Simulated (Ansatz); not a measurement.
SnSe: several calculations on one system

### Relaxation

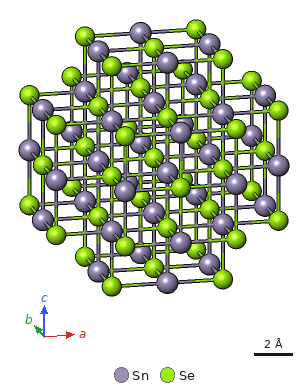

Starting structure of solid SnSe (set up in Fm-3m). Style: ball-and-stick. Shown: the conventional cell (4 times the calculation's cell), slightly off an axis. Lengths and directions refer to the drawn axes.

Computed with DFT PBEsol, scalar-relativistic, plane waves, PAW (Ansatz).

Input file:
```yaml
crystal:
  lattice:
    - [0.0, 3.01, 3.01]
    - [3.01, 0.0, 3.01]
    - [3.01, 3.01, 0.0]
  atoms:
    - { symbol: Sn, position: [0.0, 0.0, 0.0] }
    - { symbol: Se, position: [0.5, 0.5, 0.5] }
basis:
  ecutwfc: 420
kpoints:
  mp_grid: { grid: [8, 8, 8] }
hamiltonian:
  xc: pbesol
scf:
  occupations: { method: gaussian, width: 0.02 }
output:
  forces: true
  stress: true
  eigenvalues: true
relax:
  adjacent_minimum: "off"
  f_tol: 0.005
  max_steps: 80
  cell: { stress_tol: 0.05 }
```

Run as
```bash
ansatz run input.yaml --threads 1 --pin off --max-ram 2560MiB --backend cpu --events-out ev --progress --plain --runs-dir out
```

Q: Where does the relaxation end?

A: The energy falls by 6.3 meV per atom in 3 accepted moves (4 points after the start). All forces vanish by symmetry, so only the cell relaxes. Pressure: −1.94 GPa at the start and 0.00 GPa at the end. At 1 point the geometry stayed and the basis and grid were re-selected for the new cell (energy shift of 0.2 meV per atom at most each time). The atoms keep their places relative to the cell (all moves are under 0.005 Å). Cell: a = b = c 6.020 → 5.946 Å (−1.2 %). Volume −3.7 %. Near-neighbour distances that change, for instance: Sn1–Se2 3.010 → 2.973 Å. The space group stays Fm-3m (No. 225).

The end point in the same view:

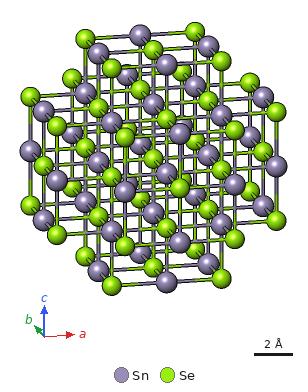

### Relaxation

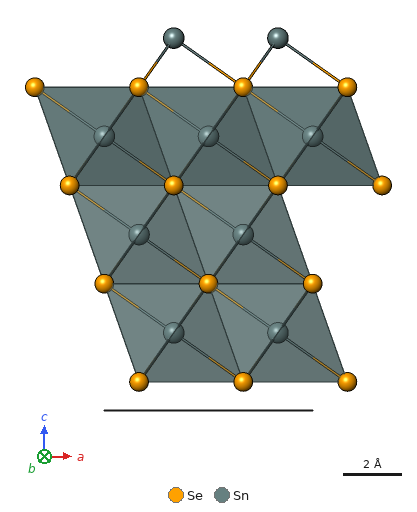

Starting structure of a slab of composition SnSe (cut from the Fm-3m phase). The picture is a polyhedral view of the 2 × 2 repeat of the cell, outlined in the plane, without the vacuum, seen along the b axis.

Case: (1 1 1) slab, atoms relaxed. The slab is the (1 1 1) face of SnSe.

These are results of DFT PBEsol, scalar-relativistic, plane waves, PAW in Ansatz, not measurements.

Input file:
```yaml
crystal:
  lattice:
    - [4.2041099673, 0.0, 0.0]
    - [-2.1020549836, 3.640866032, 0.0]
    - [0.0, 0.0, 27.0142449494]
  atoms:
    - { symbol: Se, position: [0.3333333333, 0.6666666667, 0.2776313021] }
    - { symbol: Sn, position: [0.6666666667, 0.3333333333, 0.3411652158] }
    - { symbol: Se, position: [0.0, 0.0, 0.4046991295] }
    - { symbol: Sn, position: [0.3333333333, 0.6666666667, 0.4682330432] }
    - { symbol: Se, position: [0.6666666667, 0.3333333333, 0.5317669568] }
    - { symbol: Sn, position: [0.0, 0.0, 0.5953008705] }
    - { symbol: Se, position: [0.3333333333, 0.6666666667, 0.6588347842] }
    - { symbol: Sn, position: [0.6666666667, 0.3333333333, 0.7223686979] }
basis:
  ecutwfc: 420
kpoints:
  mp_grid: { grid: [9, 9, 1] }
hamiltonian:
  xc: pbesol
scf:
  occupations: { method: gaussian, width: 0.05 }
output:
  forces: true
  eigenvalues: true
  write_density: true
  write_potential: true
  elf: true
  volumetric_format: npy
relax:
  adjacent_minimum: "off"
  f_tol: 0.02
  max_steps: 60
efield:
  axis: 3
  dipole_correction: true
  ramp_width: 0.04
```

Run as
```bash
ansatz run input.yaml --threads 1 --pin off --max-ram 2560MiB --backend cpu --events-out ev --progress --plain --runs-dir out
```

### Predict the outcome.

The largest move relative to the layer's centre is that of Sn2, 0.39 Å along the normal (−c). Largest moves by element: Sn 0.39 Å, Se 0.35 Å. The lattice vectors keep their values. Some distances before and after: Sn2–Se3 2.973 → 3.262 Å, Sn4–Se5 2.973 → 3.241 Å, Sn6–Se7 2.973 → 3.231 Å, Se1–Sn2 2.973 → 2.783 Å. Among the angles between lasting bonds that change: Se1–Sn2–Se1 90.0° → 98.1°, Sn2–Se1–Sn2 90.0° → 98.1°, Sn8–Se7–Sn8 90.0° → 96.6°. Over 5 geometry steps the energy falls by 0.736 eV per cell of the calculation. The largest force component goes from 2 to 0.0099 eV/Å. The run took 120 s on 1 thread of Intel(R) Xeon(R) 6975P-C (Granite Rapids), on a shared host, peak memory 0.78 GiB.

History of the run:

```json
{"step": "0", "E − E(0), meV/atom": "0.00", "largest force component, eV/Å": "2.0408"}
{"step": "1", "E − E(0), meV/atom": "-67.20", "largest force component, eV/Å": "0.6232"}
{"step": "2", "E − E(0), meV/atom": "-85.17", "largest force component, eV/Å": "0.4839"}
{"step": "3", "E − E(0), meV/atom": "-91.13", "largest force component, eV/Å": "0.1613"}
{"step": "4", "E − E(0), meV/atom": "-91.89", "largest force component, eV/Å": "0.0286"}
{"step": "5", "E − E(0), meV/atom": "-91.96", "largest force component, eV/Å": "0.0099"}
```

After the run, drawn alike:

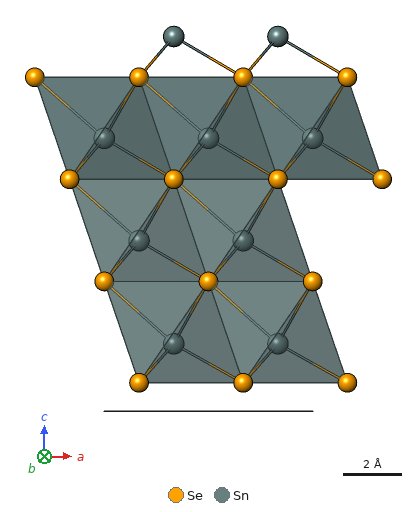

### A change

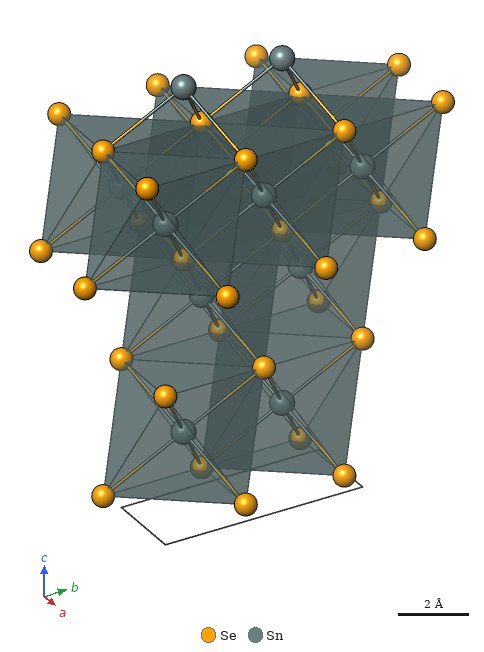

This is a (1 1 1) slab of SnSe as cut from the relaxed bulk. The picture is a polyhedral view of the 1 × 2 repeat of the cell, outlined in the plane, without the vacuum, seen slightly off an axis.

Theory: DFT PBEsol, scalar-relativistic, plane waves, PAW (Ansatz 0.2.0). Settings: plane-wave cutoff 420 eV; occupations gaussian; no spin polarisation. The k-mesh is chosen for each cell (8×8×8, 9×9×1). Smearing widths differ between the runs.

Now this is done to it. The atoms of the slab are relaxed at the bulk's in-plane cell.

> What does the calculation give for the changed structure?

The surface energy (mean of the two faces) falls from 0.97 to 0.59 J/m². The top spacing, between the Sn and Se planes, goes from 1.72 to 1.43 Å (−16.9 %), the bottom one (Se to Sn) from 1.72 to 1.36 Å (−20.7 %). The cell doesn't change. A Sn atom moves most relative to the layer's centre: 0.39 Å along the normal (−c). Largest moves by element: Sn 0.39 Å, Se 0.35 Å. Some distances before and after: Se–Sn 2.973 → 2.783 to 3.262 Å.

Drawn alike, the variant:

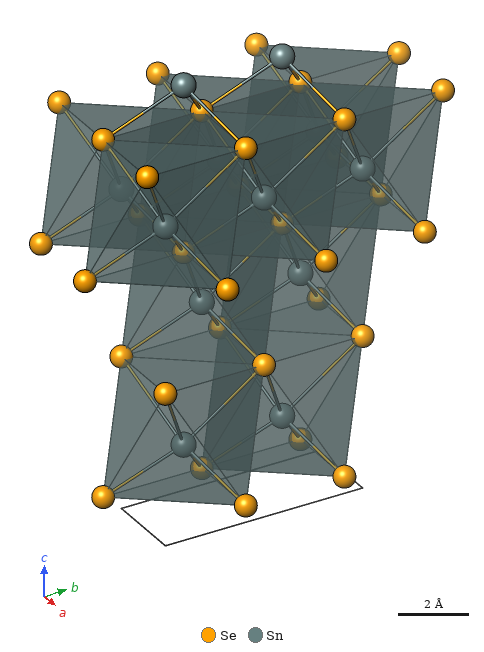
